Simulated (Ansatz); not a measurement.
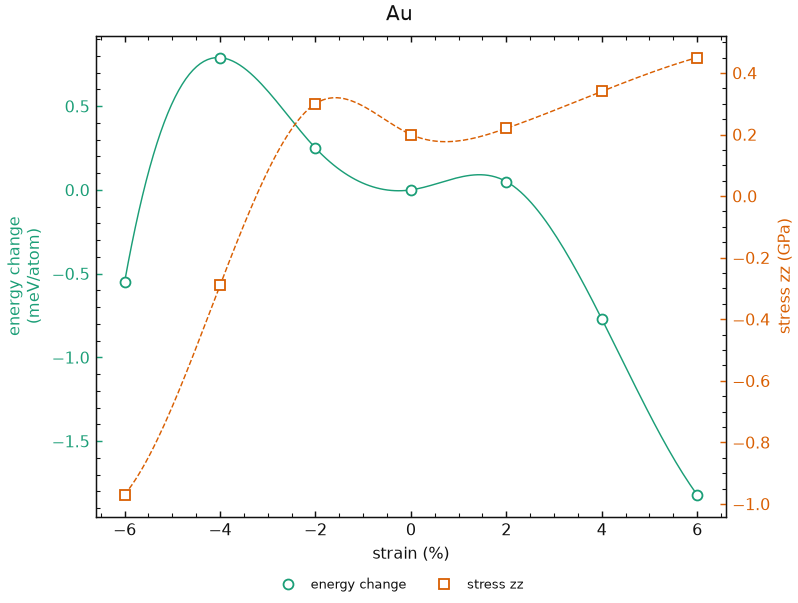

The picture above shows the energy change and stress zz against strain for Au, space group Im-3m (No. 229).

Structure:
```yaml
crystal:
  lattice:
    - [3.30131, 0.00000, 0.00000]
    - [0.00000, 3.30131, 0.00000]
    - [0.00000, 0.00000, 3.30131]
  atoms:
    - { symbol: Au, position: [0.00000, 0.00000, 0.00000] }
    - { symbol: Au, position: [0.50000, 0.50000, 0.50000] }
```

Method: energy, stress and cell of a relaxed crystal along a series of strains, atoms and what the cell freedom names relaxed within the symmetry; stress is positive in compression; plane waves with PAW datasets, Γ-centred k mesh; energies extrapolated to zero smearing (Ansatz 0.2.0). Level: PBE, no spin polarisation.

| setting | value |
| --- | --- |
| wave cutoff | 420 eV |
| k mesh | 12×12×12 |
| occupations | Gaussian |
| smearing width | 0.1 eV |
| strain kind | uniaxial along c |
| cell freedom | lengths a and b free, angles held |

Question: Where does the curve of the energy change have its lowest point?

Answer: The lowest computed point is at strain 6 % (−1.82 meV/atom), at the edge of the range, so the minimum may lie beyond it; the curve passes over a maximum at −4 % (0.79 meV/atom).

Question: How does the stress zz vary with strain?

Answer: It goes from −0.97 GPa at strain −6 % to 0.45 GPa at 6 %, not monotonically, and changes sign near −3 %.

Question: Is there a gap?

Answer: No, the levels on the k mesh show a metal at every point.

Keep in mind: given cell holds a small stress on this mesh; given cell is unstable to this strain.
